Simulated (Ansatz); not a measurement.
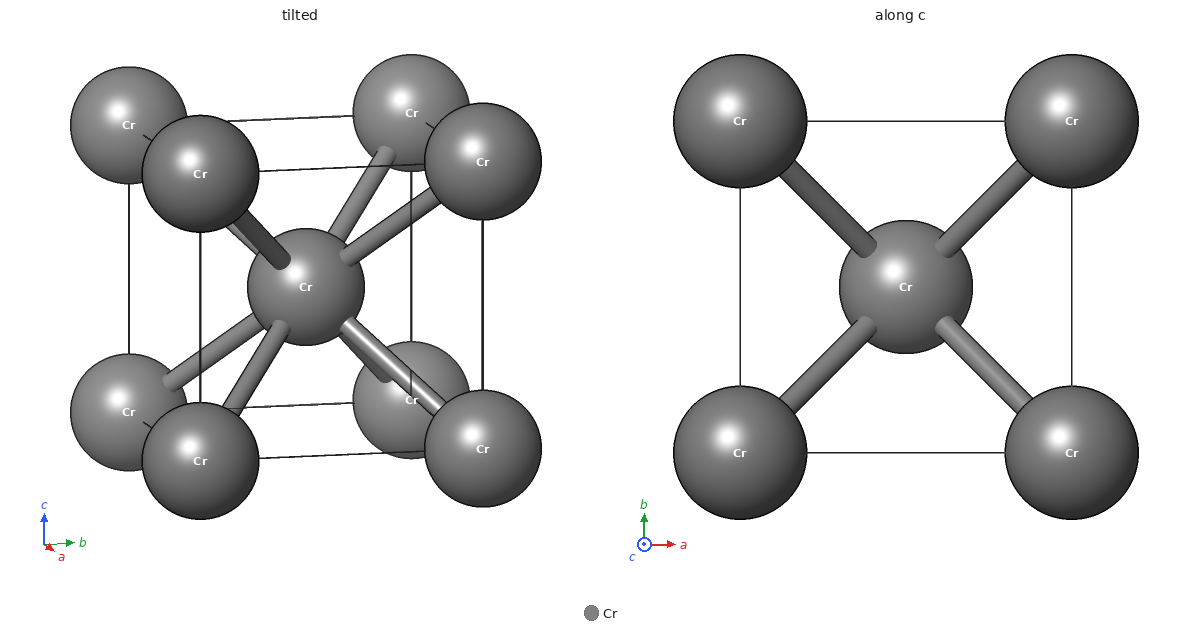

An orthographic ball-and-stick view of the structure, slightly off an axis and along the c axis. Lines trace the edges of the conventional unit cell. Cell: a = 2.87 Å, b = 2.87 Å, c = 2.87 Å, α = 90.00°, β = 90.00°, γ = 90.00°.

Its origin is the standard structure of this element. Earlier steps of the study may have refined or changed the cell and positions. It was run through Ansatz as a DFT input.

> Caption:

The element is chromium. The symmetry is that of Im-3m (No. 229), on a body-centred cubic lattice. Type of structure: body-centred cubic (W type). The cell holds two atoms. Cr is coordinated by eight Cr in a cubic arrangement at about 2.5 Å. Not all metal-metal contacts are counted. The bonds build a three-dimensional framework.

Results below were computed with DFT PBE, scalar-relativistic, plane waves, PAW in Ansatz; the settings were plane-wave cutoff 420 eV, k-points about 0.22 Å⁻¹ apart, Gaussian smearing of 0.05 eV, collinear spins.

> Which atoms carry magnetic moments in this run, and how do they order?

The state reached is antiferromagnetic. Sizes: Cr 1.0 μB; net moment 0.0 μB in the run's cell of 2 atoms.

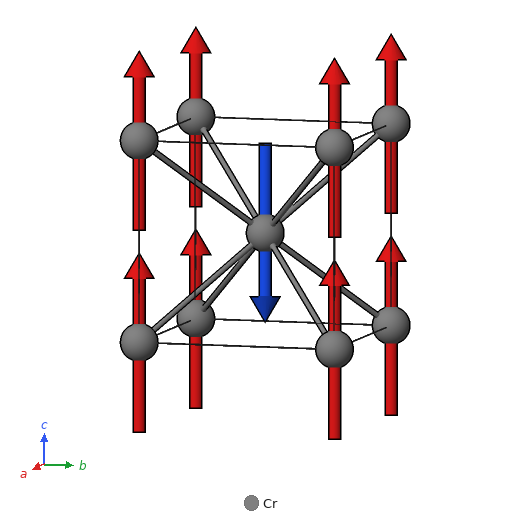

Site moments above 0.25 μB as arrows, small induced ones on non-metal atoms left out (red along the largest or up, blue against, purple across). The run's cell of 2 atoms is drawn in a reduced setting, so axes and origin can differ from the first picture.

> What does the calculation say: metal or gapped?

A metal: bands cross the Fermi level.

> Can this geometry be taken as optimised?

Yes. All forces vanish to within 0.01 eV/Å. The pressure is 0.0 GPa, close to zero.
